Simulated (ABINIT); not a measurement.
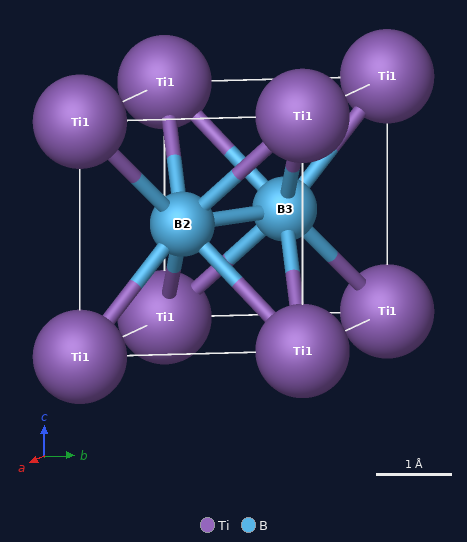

The input geometry (ball-and-stick view of the cell of the calculation, seen slightly off an axis; atoms are numbered from 1 in the order of the input).

**Run report: TiB₂, single-point calculation (part 1 of 2)**

System: TiB₂ (P6/mmm, 3 atoms in the cell).
Method: Kohn-Sham DFT of a periodic cell, LDA, JTH PAW LDA v2.0, no spin polarisation (ABINIT 10.8.3).

The structure derives from an entry of the Crystallography Open Database.

The program's output
```
.Version 10.8.3 of ABINIT
 Symmetries : space group P6/m m m (#191); Bravais hP (primitive hexag.)
================================================================================
 Values of the parameters that define the memory need of the present run
     intxc =       0    ionmov =       0      iscf =      17    lmnmax =      18
     lnmax =       6     mgfft =      24  mpssoang =       3    mqgrid =    3001
     natom =       3  nloc_mem =       2    nspden =       1   nspinor =       1
    nsppol =       1      nsym =      24    n1xccc =       1    ntypat =       2
    occopt =       3   xclevel =       1
       mpw =         489          nfft =        9600          nkpt =          21
 PAW method is used; the additional fine FFT grid is defined by:
   mgfftf=        32    nfftf =     28800
================================================================================
================================================================================

--------------------------------------------------------------------------------
------------- Echo of variables that govern the present computation ------------
--------------------------------------------------------------------------------
 -outvars: echo values of preprocessed input variables --------
            acell      5.7243583767E+00  5.7243583766E+00  6.1007918207E+00 Bohr
              amu      4.78800000E+01  1.08110000E+01
             ecut      1.50000000E+01 Hartree
           enunit           2
              ixc           7
         kptrlatt        6    0    0      0    6    0      0    0    5
          kptrlen      3.05039591E+01
            natom           3
            nband          13
            ngfft          20      20      24
          ngfftdg          30      30      32
             nkpt          21
            nstep         100
             nsym          24
           ntypat           2
           occopt           3
        pawecutdg      3.00000000E+01 Hartree
           prtden           0
        prtebands           0
           prteig           0
           prtvol           2
            prtwf           0
            rprim      1.0000000000E+00  0.0000000000E+00  0.0000000000E+00
                      -5.0000000000E-01  8.6602540380E-01  0.0000000000E+00
                       0.0000000000E+00  0.0000000000E+00  1.0000000000E+00
          spgroup         191
           tolvrs      1.00000000E-09
           tsmear      1.83746611E-03 Hartree
            typat      1  2  2
           useylm           1
           xangst      0.0000000000E+00  0.0000000000E+00  0.0000000000E+00
                       1.5145999990E+00  8.7445471712E-01  1.6141999989E+00
                       1.7638782603E-11  1.7489094342E+00  1.6141999989E+00
            xcart      0.0000000000E+00  0.0000000000E+00  0.0000000000E+00
                       2.8621791884E+00  1.6524799249E+00  3.0503959103E+00
                       3.3332468315E-11  3.3049598497E+00  3.0503959103E+00
             xred      0.0000000000E+00  0.0000000000E+00  0.0000000000E+00
                       6.6666666667E-01  3.3333333333E-01  5.0000000000E-01
                       3.3333333333E-01  6.6666666667E-01  5.0000000000E-01
            znucl       22.00000    5.00000

================================================================================

 chkinp: Checking input parameters for consistency.

================================================================================
== DATASET  1 ==================================================================

--- !DatasetInfo
iteration_state: {dtset: 1, }
dimensions: {natom: 3, nkpt: 21, mband: 13, nsppol: 1, nspinor: 1, nspden: 1, mpw: 489, }
cutoff_energies: {ecut:  15.0, pawecutdg:  30.0, }
electrons: {nelect:   1.80000000E+01, charge:   0.00000000E+00, occopt:   3.00000000E+00, tsmear:   1.83746611E-03, }
meta: {optdriver: 0, ionmov: 0, optcell: 0, iscf: 17, paral_kgb: 0, }
...

 Exchange-correlation functional for the present dataset will be:
  LDA: Perdew-Wang 92 LSD fit to Ceperley-Alder data - ixc=7
  J.P.Perdew and Y.Wang, PRB 45, 13244 (1992)

 Real(R)+Recip(G) space primitive vectors, cartesian coordinates (Bohr,Bohr^-1):
 R(1)=  5.7243584  0.0000000  0.0000000  G(1)=  0.1746921  0.1008585  0.0000000
 R(2)= -2.8621792  4.9574398  0.0000000  G(2)=  0.0000000  0.2017170  0.0000000
 R(3)=  0.0000000  0.0000000  6.1007918  G(3)=  0.0000000  0.0000000  0.1639131
 Unit cell volume ucvol=  1.7312926E+02 bohr^3
 Angles (23,13,12)=  9.00000000E+01  9.00000000E+01  1.20000000E+02 degrees

 Coarse grid specifications (used for wave-functions):

 getcut: wavevector=  0.0000  0.0000  0.0000  ngfft=  20  20  24
         ecut(hartree)=     15.000   => boxcut(ratio)=   2.00398

 Fine grid specifications (used for densities):

 getcut: wavevector=  0.0000  0.0000  0.0000  ngfft=  30  30  32
         ecut(hartree)=     30.000   => boxcut(ratio)=   2.12711

--- Pseudopotential description ------------------------------------------------
- pspini: atom type   1  psp file is ./Ti.LDA_PW-JTH.xml
 Pseudopotential format is: paw10
 basis_size (lnmax)=  6 (lmn_size= 18), orbitals=   0   0   1   1   2   2
 Spheres core radius: rc_sph= 2.30802695
 Shapefunction is BESSEL type: shapef(r,l)=aa(1,l)*jl(q(1,l)*r)+aa(2,l)*jl(q(2,l)*r)
 Radius for shape functions =  2.01037111
 Compensation charge density is not taken into account in XC energy/potential

- pspini: atom type   2  psp file is ./B.LDA_PW-JTH.xml
 Pseudopotential format is: paw10
 basis_size (lnmax)=  4 (lmn_size=  8), orbitals=   0   0   1   1
 Spheres core radius: rc_sph= 1.70616958
 Shapefunction is SIN type: shapef(r)=[sin(pi*r/rshp)/(pi*r/rshp)]**2
 Radius for shape functions =  1.40269776
 Compensation charge density is not taken into account in XC energy/potential

   5.92905182E+02                                ecore*ucvol(ha*bohr**3)
--------------------------------------------------------------------------------

================================================================================

--- !BeginCycle
iteration_state: {dtset: 1, }
solver: {iscf: 17, nstep: 100, nline: 4, wfoptalg: 10, }
tolerances: {tolvrs: 1.00E-09, }
...

     iter   Etot(hartree)      deltaE(h)  residm     nres2
 ETOT  1  -63.675101584232    -6.368E+01 4.354E+00 1.448E+01
 ETOT  2  -64.605030142639    -9.299E-01 2.357E-01 2.536E-01
 ETOT  3  -64.605866766350    -8.366E-04 5.708E-02 3.362E-02
 ETOT  4  -64.606081128707    -2.144E-04 6.359E-03 1.990E-02
 ETOT  5  -64.605995303948     8.582E-05 2.274E-03 1.375E-04
 ETOT  6  -64.605999791955    -4.488E-06 1.536E-04 3.634E-05
 ETOT  7  -64.605999626356     1.656E-07 1.393E-04 7.870E-06
 ETOT  8  -64.605999596026     3.033E-08 9.271E-05 8.917E-08
 ETOT  9  -64.605999596332    -3.059E-10 2.614E-05 4.182E-08
 ETOT 10  -64.605999596138     1.935E-10 1.784E-05 5.130E-10

 At SCF step   10       nres2   =  5.13E-10 < tolvrs=  1.00E-09 =>converged.

 Cartesian components of stress tensor (hartree/bohr^3)
  sigma(1 1)=  3.13162720E-04  sigma(3 2)=  0.00000000E+00
  sigma(2 2)=  3.13162720E-04  sigma(3 1)=  0.00000000E+00
  sigma(3 3)=  4.44193249E-04  sigma(2 1)= -2.02666337E-13

--- !ResultsGS
iteration_state: {dtset: 1, }
comment   : Summary of ground state results
lattice_vectors:
- [  5.7243584,   0.0000000,   0.0000000, ]
- [ -2.8621792,   4.9574398,   0.0000000, ]
- [  0.0000000,   0.0000000,   6.1007918, ]
lattice_lengths: [   5.72436,    5.72436,    6.10079, ]
lattice_angles: [ 90.000,  90.000, 120.000, ] # degrees, (23, 13, 12)
lattice_volume:   1.7312926E+02
convergence: {deltae:  1.935E-10, res2:  5.130E-10, residm:  1.784E-05, diffor: null, }
etotal    :  -6.46059996E+01
entropy   :   0.00000000E+00
fermie    :   3.57538285E-01
cartesian_stress_tensor: # hartree/bohr^3
- [  3.13162720E-04,  -2.02666337E-13,   0.00000000E+00, ]
- [ -2.02666337E-13,   3.13162720E-04,   0.00000000E+00, ]
- [  0.00000000E+00,   0.00000000E+00,   4.44193249E-04, ]
pressure_GPa:  -1.0499E+01
xred      :
- [  0.0000E+00,   0.0000E+00,   0.0000E+00, Ti]
- [  6.6667E-01,   3.3333E-01,   5.0000E-01,  B]
- [  3.3333E-01,   6.6667E-01,   5.0000E-01,  B]
cartesian_forces: # hartree/bohr
- [  2.35191881E-29,  -5.88415081E-29,  -0.00000000E+00, ]
- [  1.17595940E-29,  -2.48944842E-29,  -0.00000000E+00, ]
- [ -3.52787821E-29,   8.37359923E-29,  -0.00000000E+00, ]
force_length_stats: {min:   2.75322247E-29, max:   9.08642331E-29, mean:   6.05880786E-29, }
...

 Integrated electronic density in atomic spheres:
 ------------------------------------------------
 Atom  Sphere_radius  Integrated_density
    1        2.30803         10.38267804
    2        1.70617          1.92652135
    3        1.70617          1.92652135

================================================================================

 ----iterations are completed or convergence reached----

 Mean square residual over all n,k,spin=   82.680E-09; max=  17.835E-06
   0.0000  0.0000  0.0000    1  3.75021E-09 kpt; spin; max resid(k); each band:
  1.43E-12 1.52E-12 1.81E-14 4.94E-14 2.68E-12 6.25E-11 6.48E-11 3.17E-12
  1.45E-12 3.38E-13 2.91E-12 1.13E-09 3.75E-09
   0.1667  0.0000  0.0000    1  1.45894E-11 kpt; spin; max resid(k); each band:
  1.90E-12 1.82E-12 8.03E-13 3.85E-13 3.02E-12 1.14E-11 1.46E-11 1.04E-11
  1.46E-12 4.66E-15 1.17E-11 1.41E-11 1.15E-11
   0.3333  0.0000  0.0000    1  1.09872E-11 kpt; spin; max resid(k); each band:
  2.35E-12 1.99E-12 8.16E-13 5.90E-13 2.90E-12 8.99E-12 1.10E-11 6.60E-12
  1.07E-12 2.84E-15 6.42E-12 5.28E-12 9.54E-12
   0.5000  0.0000  0.0000    1  5.90616E-12 kpt; spin; max resid(k); each band:
  1.79E-12 1.26E-12 6.07E-13 6.88E-13 5.91E-12 3.23E-12 1.49E-12 3.67E-13
  2.00E-12 1.80E-15 1.63E-13 4.75E-12 1.12E-12
   0.1667  0.1667  0.0000    1  6.01591E-11 kpt; spin; max resid(k); each band:
  2.95E-12 1.96E-12 1.82E-12 5.23E-13 3.10E-12 9.56E-12 1.16E-11 2.09E-11
  6.35E-12 7.89E-13 5.95E-12 6.50E-12 6.02E-11
   0.3333  0.1667  0.0000    1  2.74007E-08 kpt; spin; max resid(k); each band:
  2.46E-12 1.75E-12 9.75E-13 7.19E-13 4.50E-12 6.82E-12 9.41E-12 4.72E-12
  5.11E-12 1.93E-11 6.16E-12 9.42E-12 2.74E-08
   0.3333  0.3333  0.0000    1  9.82482E-11 kpt; spin; max resid(k); each band:
  1.63E-12 1.49E-12 1.15E-12 4.36E-14 4.87E-12 4.89E-12 8.37E-12 2.21E-12
  6.20E-11 5.38E-12 5.33E-12 4.19E-12 9.82E-11
   0.0000  0.0000  0.2000    1  4.66837E-11 kpt; spin; max resid(k); each band:
  2.02E-12 1.47E-12 5.43E-13 4.88E-13 3.31E-12 8.59E-12 4.67E-11 4.65E-11
  4.57E-12 9.01E-13 8.92E-13 1.91E-11 9.89E-12
   0.1667  0.0000  0.2000    1  4.59196E-11 kpt; spin; max resid(k); each band:
  2.26E-12 1.94E-12 9.29E-13 2.77E-13 3.40E-12 9.85E-12 2.17E-11 4.59E-11
  6.11E-12 2.50E-12 5.65E-12 1.09E-11 3.71E-11
   0.3333  0.0000  0.2000    1  9.27630E-09 kpt; spin; max resid(k); each band:
  3.58E-12 9.82E-13 1.62E-12 4.95E-13 6.04E-12 8.70E-12 1.38E-11 1.88E-11
  4.59E-12 4.28E-12 8.57E-12 1.44E-09 9.28E-09
   0.5000  0.0000  0.2000    1  4.00104E-07 kpt; spin; max resid(k); each band:
  2.22E-12 1.88E-12 7.93E-13 1.30E-12 2.59E-12 7.72E-12 9.33E-12 3.75E-12
  4.02E-12 2.20E-11 2.33E-11 4.05E-13 4.00E-07
   0.1667  0.1667  0.2000    1  7.89775E-10 kpt; spin; max resid(k); each band:
  2.53E-12 1.88E-12 1.47E-12 7.69E-13 7.19E-12 1.87E-11 1.10E-11 1.11E-11
  6.54E-12 5.38E-12 9.65E-12 8.37E-12 7.90E-10
   0.3333  0.1667  0.2000    1  2.32772E-07 kpt; spin; max resid(k); each band:
  3.22E-12 1.92E-12 1.05E-12 1.42E-12 8.97E-12 7.65E-12 1.07E-11 1.38E-11
  7.13E-12 6.47E-12 1.62E-11 1.49E-11 2.33E-07
   0.3333  0.3333  0.2000    1  2.18259E-11 kpt; spin; max resid(k); each band:
  1.17E-12 5.07E-13 1.36E-12 1.36E-12 7.27E-12 7.08E-12 1.43E-11 6.99E-12
  2.18E-11 8.80E-12 6.12E-12 7.45E-12 1.77E-11
   0.0000  0.0000  0.4000    1  2.36399E-11 kpt; spin; max resid(k); each band:
  2.53E-12 1.60E-12 9.21E-14 9.30E-14 3.83E-12 6.16E-12 2.36E-11 2.22E-11
  5.56E-13 5.35E-13 1.87E-11 1.88E-11 3.82E-12
   0.1667  0.0000  0.4000    1  2.12150E-11 kpt; spin; max resid(k); each band:
  2.92E-12 1.92E-12 8.64E-13 3.70E-13 3.60E-12 5.79E-12 1.08E-11 1.96E-11
  1.50E-12 4.12E-12 5.76E-12 9.66E-12 2.12E-11
   0.3333  0.0000  0.4000    1  1.08111E-09 kpt; spin; max resid(k); each band:
  2.52E-12 1.89E-12 1.72E-12 7.60E-13 6.32E-12 9.37E-12 9.32E-12 4.86E-11
  7.45E-12 6.31E-12 5.83E-13 7.15E-11 1.08E-09
   0.5000  0.0000  0.4000    1  1.78351E-05 kpt; spin; max resid(k); each band:
  2.09E-12 1.15E-12 2.09E-12 5.05E-13 3.28E-11 4.14E-12 5.18E-11 1.22E-11
  8.73E-12 6.44E-12 2.84E-10 3.68E-06 1.78E-05
   0.1667  0.1667  0.4000    1  5.73874E-11 kpt; spin; max resid(k); each band:
  3.60E-12 1.83E-12 1.67E-12 1.40E-12 6.93E-12 6.81E-12 1.78E-11 1.85E-11
  2.75E-12 5.10E-12 3.41E-12 6.84E-12 5.74E-11
   0.3333  0.1667  0.4000    1  1.62206E-07 kpt; spin; max resid(k); each band:
  1.35E-12 1.32E-12 2.31E-12 2.01E-12 9.12E-12 7.96E-12 1.00E-11 6.74E-12
  1.05E-11 1.41E-11 1.56E-10 9.87E-09 1.62E-07
   0.3333  0.3333  0.4000    1  2.08366E-07 kpt; spin; max resid(k); each band:
  2.03E-13 1.34E-12 2.75E-12 2.60E-12 2.32E-11 8.14E-12 4.03E-12 1.20E-11
  9.94E-12 3.79E-10 3.13E-11 2.08E-07 6.05E-11
 reduced coordinates (array xred) for    3 atoms
       0.000000000000      0.000000000000      0.000000000000
       0.666666666667      0.333333333333      0.500000000000
       0.333333333333      0.666666666667      0.500000000000
 rms dE/dt=  3.2049E-28; max dE/dt=  3.3658E-28; dE/dt below (all hartree)
    1       0.000000000000      0.000000000000      0.000000000000
    2       0.000000000000     -0.000000000000      0.000000000000
    3       0.000000000000     -0.000000000000      0.000000000000

 cartesian coordinates (angstrom) at end:
    1      0.00000000000000     0.00000000000000     0.00000000000000
    2      1.51459999897696     0.87445471711930     1.61419999889384
    3      0.00000000001764     1.74890943423860     1.61419999889384

 cartesian forces (hartree/bohr) at end:
    1      0.00000000000000    -0.00000000000000    -0.00000000000000
    2      0.00000000000000    -0.00000000000000    -0.00000000000000
    3     -0.00000000000000     0.00000000000000    -0.00000000000000
 frms,max,avg= 3.8049394E-29 8.3735992E-29   0.000E+00  0.000E+00  0.000E+00 h/b
```
